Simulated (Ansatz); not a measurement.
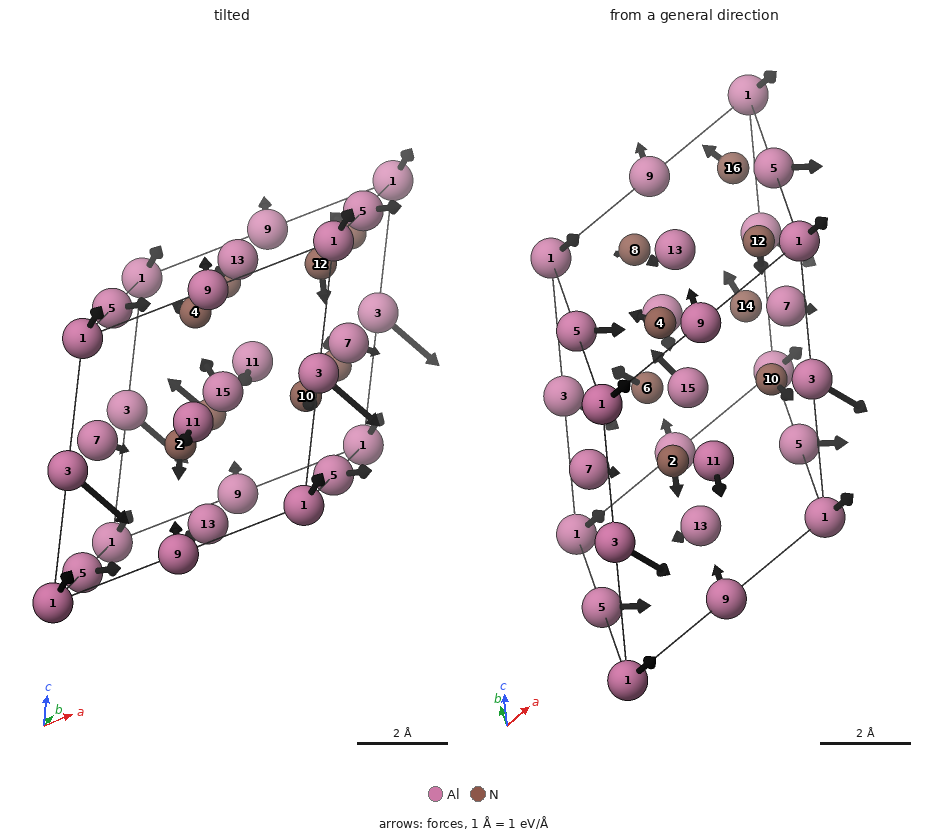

The crystal in a spheres-only representation, seen slightly off an axis and from a general direction. The frame is the simulation cell; atoms at its boundary are shown with their periodic copies. The arrows are the computed forces on the atoms.

System: AlN. The numbers come from DFT, PBEsol, plane waves, PAW (Ansatz), using an energy cutoff of 420 eV, k-point mesh 4×4×4, Fermi-Dirac smearing of 0.02 eV, no spin polarisation.

> Judging by the arrows, is the geometry relaxed?

No. The atoms still feel forces of up to about 1.4 eV/Å, far above a usual threshold of 0.01 to 0.03 eV/Å.

> Which atom has the biggest force on it?

Al3, about 1.4 eV/Å.

Its origin is a structure listed in the Materials Project. Earlier steps of the study may have refined or changed the cell and positions. Ansatz was used for an electronic-structure calculation on it.
